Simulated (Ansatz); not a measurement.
# Nudged elastic band, with input and output: Tl$_{8}$Br$_{7}$ (part 2 of 2)

Tl$_{8}$Br$_{7}$ (defect cell, 15 atoms in the cell); DFT with PBE, PAW plane waves, no spin polarisation (Ansatz 0.2.0); cutoff 420 eV, 2×2×2 k-mesh, Fermi–Dirac smearing of 0.05 eV. The structure derives from an entry of the Crystallography Open Database.

Geometry of the input (Å; fractional positions):
```
7.9687  0.0000  0.0000
0.0000  7.9687  0.0000
0.0000  0.0000  7.9687
Tl 0.0041  0.0011  0.0024
Br 0.2506  0.2526  0.2521
Tl -0.0013  0.0005  0.5004
Br 0.2517  0.2507  0.7518
Tl 0.0018  0.5007  0.0016
Tl 0.0003  0.5059  0.5000
Br 0.2511  0.7460  0.7519
Tl 0.5006  0.0036  0.0002
Br 0.7541  0.2492  0.2537
Tl 0.5014  0.0004  0.5010
Br 0.7495  0.2481  0.7501
Tl 0.4969  0.5001  0.0010
Br 0.7513  0.7484  0.2506
Tl 0.5000  0.5011  0.4985
Br 0.7498  0.7527  0.7517
```

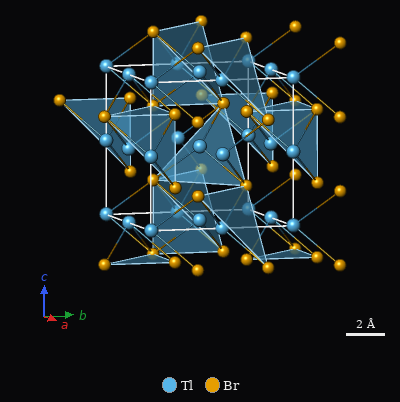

*The input geometry (polyhedral view of the cell of the calculation, seen slightly off an axis; polyhedra are completed across the faces of the cell).*

```
SCF converged after 6 iterations
Free energy (F): -111046.240849 eV
Harris-Foulkes:  -111046.240849 eV  (|F-HF|=1.69e-8)
Internal energy: -111046.234275 eV  (E = F + TS)
E sigma→0 (E₀):  -111046.237562 eV
Entropy (-TS):   -0.006574 eV (-0.438 meV/atom)
Fermi energy:    6.833524 eV
--- Per-component energies (eV) ---
  E_band       = -409.650960
  E_kinetic    = 3585.420523
  E_local      = -10338.659517  (includes V_loc(G=0)·N_el)
  E_nonlocal   = 3034.778870
  E_hartree    = 3703.766292
  E_xc         = -3698.385320
  E_vxc        = -1860.461051  (∫ρ·V_xc dr)
  E_paw        = -97024.442883  (= ΣΔE_a)
  E_vpaw       = -2238.262267  (= ΣTr[D̂ρ^β])
  E_aug_tail   = 0.000267  (compensation charges beyond the density's cutoff)
  E_ewald      = -10308.712506
  E_smearing   = -0.006574  (= −TS)
  E_closure    = -0.000000  (closes the sum)
  Σ components = -111046.240849   (vs F -111046.240849, Δ=0.00e0)
--- Forces (eV/Å), atoms counted from 1 ---
  atom   1  Tl    -0.00361365     0.00319581    -0.00012384
  atom   2  Br    -0.00007148    -0.00064657     0.00116923
  atom   3  Tl     0.00466457    -0.00503470    -0.00007729
  atom   4  Br    -0.00021250     0.00042369    -0.00153584
  atom   5  Tl    -0.00207248    -0.00226786    -0.00007973
  atom   6  Tl     0.00480678     0.00334044     0.00015753
  atom   7  Br    -0.00005432     0.00003397    -0.00000811
  atom   8  Tl     0.00195109     0.00221941     0.00032123
  atom   9  Br    -0.00017787     0.00024436    -0.01628603
  atom  10  Tl    -0.00440525    -0.00411391    -0.00023736
  atom  11  Br    -0.00003243     0.00055554     0.01574424
  atom  12  Tl     0.00367701    -0.00325486     0.00041741
  atom  13  Br    -0.00019908     0.00055796     0.00102836
  atom  14  Tl    -0.00407983     0.00483600     0.00074754
  atom  15  Br    -0.00018118    -0.00008825    -0.00123923
  max |Σ_I F_I| component: 1.89e-6 eV/Å
--- Band table (eV; the first three rows and the last of 8) ---
  k-point 0: bands = ["-9.2110", "-9.0376", "-8.9465", "-8.8421", "-8.8407", "-8.7295", "-8.6531", "-5.5131", "-5.4896", "-5.4864", "-5.4862", "-5.4509", "-5.4507", "-5.4262", "-5.4115", "-5.4085", "-5.3992", "-5.3986", "-5.3872", "-5.3870", "-5.3869", "-5.3794", "-5.3792", "-5.3772", "-5.3771", "-5.3656", "-5.3420", "-5.3129", "-5.3129", "-5.2883", "-5.2799", "-5.2635", "-5.2635", "-5.2433", "-5.2385", "-5.2383", "-5.2239", "-5.1941", "-5.1941", "-5.1933", "-5.1830", "-5.1825", "-5.1703", "-5.1526", "-5.1515", "-5.1515", "-5.0741", "-0.8577", "-0.8570", "-0.8090", "-0.1391", "0.6385", "0.6398", "0.9657", "1.7698", "1.8751", "1.8756", "1.9103", "1.9105", "1.9405", "2.1361", "3.0102", "3.1129", "3.1130", "3.2370", "3.2371", "3.4602", "3.4985", "3.4989", "3.7960", "3.7961", "3.8670", "3.8744", "3.9941", "4.5167", "4.5179", "6.3482", "6.4908", "6.5569", "6.9659", "7.5112", "7.5114", "8.1842", "8.8307", "8.8310", "9.3828", "9.4712", "9.4715", "10.4718", "10.4723", "10.5095", "10.5307"]
  k-point 1: bands = ["-9.1512", "-9.0781", "-8.9703", "-8.7923", "-8.7803", "-8.7753", "-8.7239", "-5.5130", "-5.4760", "-5.4759", "-5.4672", "-5.4436", "-5.4434", "-5.4188", "-5.4146", "-5.3990", "-5.3984", "-5.3860", "-5.3835", "-5.3835", "-5.3833", "-5.3812", "-5.3711", "-5.3627", "-5.3531", "-5.3530", "-5.3400", "-5.3342", "-5.3341", "-5.2993", "-5.2884", "-5.2733", "-5.2733", "-5.2421", "-5.2390", "-5.2389", "-5.2315", "-5.2000", "-5.1976", "-5.1975", "-5.1961", "-5.1861", "-5.1839", "-5.1643", "-5.1643", "-5.1533", "-5.0741", "-0.4656", "-0.4103", "-0.3917", "-0.3907", "-0.3110", "-0.3106", "1.2756", "1.4614", "2.0448", "2.0458", "2.2713", "2.3767", "2.3774", "2.5402", "2.6441", "3.0052", "3.1039", "3.1380", "3.1383", "3.5312", "3.5317", "3.6661", "3.6932", "3.6933", "3.7022", "3.7025", "3.7954", "3.9807", "3.9813", "6.6982", "7.6189", "7.8313", "7.8315", "7.9125", "8.0868", "8.3250", "8.7664", "8.7666", "8.8233", "8.9587", "8.9725", "9.4059", "9.4076", "9.5807", "9.5824"]
  k-point 2: bands = ["-9.1742", "-9.0500", "-8.9294", "-8.8652", "-8.8465", "-8.7144", "-8.6884", "-5.4930", "-5.4924", "-5.4469", "-5.4429", "-5.4376", "-5.4350", "-5.4346", "-5.4203", "-5.4193", "-5.4116", "-5.4051", "-5.4023", "-5.3860", "-5.3795", "-5.3794", "-5.3769", "-5.3706", "-5.3694", "-5.3605", "-5.3440", "-5.3415", "-5.3109", "-5.2978", "-5.2715", "-5.2618", "-5.2604", "-5.2504", "-5.2493", "-5.2327", "-5.2135", "-5.2019", "-5.1983", "-5.1969", "-5.1939", "-5.1926", "-5.1842", "-5.1686", "-5.1467", "-5.1350", "-5.1030", "-0.7718", "-0.6061", "-0.4872", "-0.2690", "-0.0974", "0.1829", "1.0476", "1.1823", "1.7798", "2.0480", "2.3026", "2.3688", "2.5799", "2.8282", "2.8711", "3.0517", "3.0576", "3.2428", "3.3949", "3.4328", "3.4777", "3.5314", "3.5916", "3.6914", "3.7744", "3.7957", "3.8460", "3.8759", "3.9018", "7.2168", "7.2419", "7.5269", "7.5555", "7.9847", "8.0709", "8.1884", "8.3638", "8.3841", "8.6016", "8.7830", "9.0848", "9.7266", "9.7950", "9.8280", "10.3915"]
  k-point 7: bands = ["-9.1150", "-9.0398", "-8.9442", "-8.8049", "-8.8048", "-8.7876", "-8.7876", "-5.4305", "-5.4234", "-5.4232", "-5.4230", "-5.4227", "-5.4225", "-5.4170", "-5.4161", "-5.4067", "-5.4063", "-5.4063", "-5.4001", "-5.3965", "-5.3945", "-5.3897", "-5.3880", "-5.3876", "-5.3773", "-5.3727", "-5.3720", "-5.3272", "-5.2943", "-5.2942", "-5.2901", "-5.2689", "-5.2644", "-5.2478", "-5.2477", "-5.2347", "-5.2345", "-5.2275", "-5.2056", "-5.2025", "-5.2023", "-5.1947", "-5.1946", "-5.1910", "-5.1909", "-5.1345", "-5.1017", "-0.4832", "-0.2189", "-0.2128", "-0.2117", "-0.0581", "-0.0576", "-0.0511", "0.6586", "2.2657", "2.4777", "2.4783", "2.6703", "2.6706", "2.7524", "2.7901", "2.7995", "2.9225", "2.9419", "3.0072", "3.0077", "3.0743", "3.5913", "3.5925", "3.6922", "3.8348", "4.0120", "4.1581", "4.2530", "4.2535", "7.5563", "8.1146", "8.1162", "8.3709", "8.3722", "8.5268", "8.5418", "8.5979", "9.0793", "9.1391", "9.2022", "9.2025", "9.2571", "9.3388", "9.3392", "9.3889"]
this run last wrote the band of iteration 4 to [file]; this run last wrote the band within `neb.f_tol` of iteration 3 to [file]
--- NEB band (5 images, 4 band iterations, 97 SCF iterations, 30 more in tests of the images' electronic states and relaxations of end points) ---
  forward barrier  = 0.248381 eV
  backward barrier = 0.248402 eV
  lagrangian_above_aufbau_ev (what the smearing adds, to first order; not taken off the barriers): saddle image -0.001746 eV, end points -0.024217 and -0.024220 eV
  climbing image's point = of an order that was not read
  energies are F+E_penalty+E_count in eV, relative to image 0
  image     s (Å)  Δ vs image 0  max|band force component| (eV/Å)
      0    0.0000      0.000000                                 —
      1    1.0057      0.124272                          3.209e-2
  *   2    2.0145      0.248381                          1.629e-2
      3    3.0265      0.123718                          3.327e-2
      4    4.0346     -0.000020                                 —
  climbing-image geometry (image 2):
  cell:  # Å, volume = 506.0063 Å³
    - [7.96866, 0.0, 0.0]
    - [0.0, 7.96866, 0.0]
    - [0.0, 0.0, 7.96866]
  atoms:
    - { symbol: Tl, position: [-0.021823776922035156, 0.023756496522076006, 0.0012011979807833352] }
    - { symbol: Br, position: [0.2507316461804429, 0.25103585868202644, 0.2540186956165671] }
    - { symbol: Tl, position: [0.0036281025190737742, -0.0017303066873282109, 0.5011508896663286] }
    - { symbol: Br, position: [0.2507564893647779, 0.2507490703711003, 0.7482809719204602] }
    - { symbol: Tl, position: [-0.022278963809565823, 0.47812298137673576, 0.0011426748355457036] }
    - { symbol: Tl, position: [0.003392427485695531, 0.5040534941030738, 0.5011690271376543] }
    - { symbol: Br, position: [0.25075184842367615, 0.7508340969351474, 1.0011185057136451] }
    - { symbol: Tl, position: [0.5237870533808423, 0.023549367534122772, 0.001148057219592248] }
    - { symbol: Br, position: [0.7507206580148886, 0.2508552972066788, 0.2803255904779549] }
    - { symbol: Tl, position: [0.4978954038357631, -0.00215210562041621, 0.5011544542583839] }
    - { symbol: Br, position: [0.7507513132870348, 0.2507784377590072, 0.7219698325307218] }
    - { symbol: Tl, position: [0.5233371143845067, 0.4779222475394458, 0.0009760284754529794] }
    - { symbol: Br, position: [0.7507498325892388, 0.7507772809967417, 0.254021869184951] }
    - { symbol: Tl, position: [0.4976920118864482, 0.5035448304319124, 0.5009785516830917] }
    - { symbol: Br, position: [0.7507372493792128, 0.7508944878496763, 0.7482604232988675] }
```

## The last band as extended XYZ (Å, eV, eV/Å)
```
15
Lattice="7.9687 0.0000 0.0000 0.0000 7.9687 0.0000 0.0000 0.0000 7.9687" Properties=species:S:1:pos:R:3:forces:R:3 image=0 energy=-111046.48923
Tl   -0.0187    0.0340   -0.0207   -0.0019   0.0020  -0.0010
Br    1.9973    2.0030    2.0012    0.0023  -0.0027   0.0012
Tl   -0.0225    0.0363    4.0187    0.0005   0.0020   0.0027
Br    1.9982    1.9986    5.9856   -0.0003  -0.0019  -0.0021
Tl   -0.0260    3.9618   -0.0183    0.0006  -0.0021  -0.0006
Tl   -0.0244    3.9664    4.0238    0.0007  -0.0041   0.0011
Br    2.0004    5.9821    5.9914   -0.0014   0.0008  -0.0038
Tl    4.0213    0.0346   -0.0191    0.0007   0.0010   0.0013
Br    5.9833    1.9971    2.0029   -0.0013  -0.0005   0.0011
Tl    4.0196    0.0317    4.0242    0.0000   0.0014  -0.0007
Br    5.9824    1.9953    5.9861    0.0010   0.0016  -0.0024
Tl    4.0162    3.9608   -0.0239    0.0017  -0.0012   0.0010
Br    5.9828    5.9806    1.9995   -0.0007   0.0026   0.0029
Tl    4.0187    3.9583    4.0185    0.0006  -0.0005   0.0020
Br    5.9849    5.9821    5.9861   -0.0026   0.0014  -0.0026
15
Lattice="7.9687 0.0000 0.0000 0.0000 7.9687 0.0000 0.0000 0.0000 7.9687" Properties=species:S:1:pos:R:3:forces:R:3 image=1 energy=-111046.36496
Tl   -0.1202    0.1351    0.0008    0.0185  -0.0188   0.0088
Br    1.9981    2.0010    2.0159    0.0003  -0.0011  -0.0128
Tl    0.0095    0.0054    4.0035    0.0207  -0.0207   0.0244
Br    1.9984    1.9979    5.9551   -0.0003   0.0003  -0.0020
Tl   -0.1246    3.8625    0.0012    0.0203   0.0198   0.0083
Tl    0.0078    3.9972    4.0055    0.0208   0.0188   0.0242
Br    1.9987    5.9827    6.9542   -0.0009  -0.0002  -0.1627
Tl    4.1210    0.1344    0.0012   -0.0202  -0.0199   0.0093
Br    5.9828    1.9982    2.1938   -0.0005   0.0003   0.0370
Tl    3.9873    0.0012    4.0055   -0.0204  -0.0200   0.0235
Br    5.9827    1.9973    5.8432    0.0003   0.0009   0.0216
Tl    4.1168    3.8610   -0.0014   -0.0178   0.0188   0.0098
Br    5.9826    5.9820    2.0156   -0.0003   0.0008  -0.0125
Tl    3.9860    3.9918    4.0023   -0.0199   0.0209   0.0250
Br    5.9830    5.9831    5.9551   -0.0006   0.0001  -0.0018
15
Lattice="7.9687 0.0000 0.0000 0.0000 7.9687 0.0000 0.0000 0.0000 7.9687" Properties=species:S:1:pos:R:3:forces:R:3 image=2 energy=-111046.24085
Tl   -0.1739    0.1893    0.0096   -0.0036   0.0032  -0.0001
Br    1.9980    2.0004    2.0242   -0.0001  -0.0006   0.0012
Tl    0.0289   -0.0138    3.9935    0.0047  -0.0050  -0.0001
Br    1.9982    1.9981    5.9628   -0.0002   0.0004  -0.0015
Tl   -0.1775    3.8100    0.0091   -0.0021  -0.0023  -0.0001
Tl    0.0270    4.0166    3.9936    0.0048   0.0033   0.0002
Br    1.9982    5.9831    7.9776   -0.0001   0.0000   0.0000
Tl    4.1739    0.1877    0.0091    0.0020   0.0022   0.0003
Br    5.9822    1.9990    2.2338   -0.0002   0.0002  -0.0163
Tl    3.9676   -0.0171    3.9935   -0.0044  -0.0041  -0.0002
Br    5.9825    1.9984    5.7531    0.0000   0.0006   0.0157
Tl    4.1703    3.8084    0.0078    0.0037  -0.0033   0.0004
Br    5.9825    5.9827    2.0242   -0.0002   0.0006   0.0010
Tl    3.9659    4.0126    3.9921   -0.0041   0.0048   0.0007
Br    5.9824    5.9836    5.9626   -0.0002  -0.0001  -0.0012
15
Lattice="7.9687 0.0000 0.0000 0.0000 7.9687 0.0000 0.0000 0.0000 7.9687" Properties=species:S:1:pos:R:3:forces:R:3 image=3 energy=-111046.36551
Tl   -0.1202    0.1361    0.0187    0.0182  -0.0190  -0.0092
Br    1.9977    2.0007    2.0317   -0.0001  -0.0009   0.0015
Tl    0.0087    0.0067    3.9833    0.0205  -0.0208  -0.0242
Br    1.9979    1.9981    5.9711   -0.0002   0.0005   0.0122
Tl   -0.1243    3.8635    0.0168    0.0204   0.0201  -0.0084
Tl    0.0071    3.9984    3.9817    0.0206   0.0186  -0.0237
Br    1.9981    5.9839    9.0040    0.0004  -0.0003   0.1622
Tl    4.1209    0.1352    0.0166   -0.0207  -0.0201  -0.0077
Br    5.9823    1.9994    2.1438   -0.0005   0.0005  -0.0228
Tl    3.9866    0.0028    3.9815   -0.0202  -0.0198  -0.0243
Br    5.9821    1.9992    5.7937    0.0001   0.0006  -0.0381
Tl    4.1165    3.8627    0.0160   -0.0186   0.0190  -0.0082
Br    5.9823    5.9826    2.0316   -0.0002   0.0011   0.0016
Tl    3.9850    3.9936    3.9807   -0.0198   0.0205  -0.0233
Br    5.9817    5.9841    5.9710    0.0000  -0.0001   0.0125
15
Lattice="7.9687 0.0000 0.0000 0.0000 7.9687 0.0000 0.0000 0.0000 7.9687" Properties=species:S:1:pos:R:3:forces:R:3 image=4 energy=-111046.48925
Tl   -0.0186    0.0359    0.0406   -0.0035   0.0017   0.0009
Br    1.9977    2.0012    2.0016   -0.0002  -0.0008  -0.0004
Tl   -0.0240    0.0395    3.9682   -0.0009   0.0012  -0.0020
Br    1.9976    1.9977    5.9854   -0.0004   0.0008  -0.0003
Tl   -0.0245    3.9635    0.0357   -0.0018  -0.0016   0.0017
Tl   -0.0249    3.9691    3.9639   -0.0012  -0.0039  -0.0012
Br    1.9973    5.9849    9.9695    0.0003   0.0001   0.0000
Tl    4.0216    0.0367    0.0356    0.0013   0.0009   0.0024
Br    5.9833    1.9993    2.0019   -0.0014   0.0010  -0.0011
Tl    4.0179    0.0348    3.9634    0.0015   0.0020  -0.0016
Br    5.9817    2.0000    5.9855    0.0004   0.0009   0.0002
Tl    4.0153    3.9632    0.0361    0.0034  -0.0016   0.0021
Br    5.9819    5.9819    2.0007   -0.0002   0.0015   0.0002
Tl    4.0160    3.9627    3.9635    0.0022  -0.0016  -0.0006
Br    5.9802    5.9850    5.9859    0.0005  -0.0005  -0.0004
```

## Key numbers

| quantity | value |
| --- | --- |
| outcome | converged |
| barrier, forward | 0.248 eV |
| barrier, backward | 0.248 eV |
| electrons treated | 153 |
| hardware | 4 threads of an x86-64 CPU, shared host |
| wall time | 99 s (CPU time 5.4 min) |
| peak memory | 1.9 GiB |

## Remarks

Spin–orbit coupling is left out, which matters for Tl. The cell holds an odd number of electrons but the run has no spin polarisation, so it comes out as a metal. The order of the saddle point was not checked.
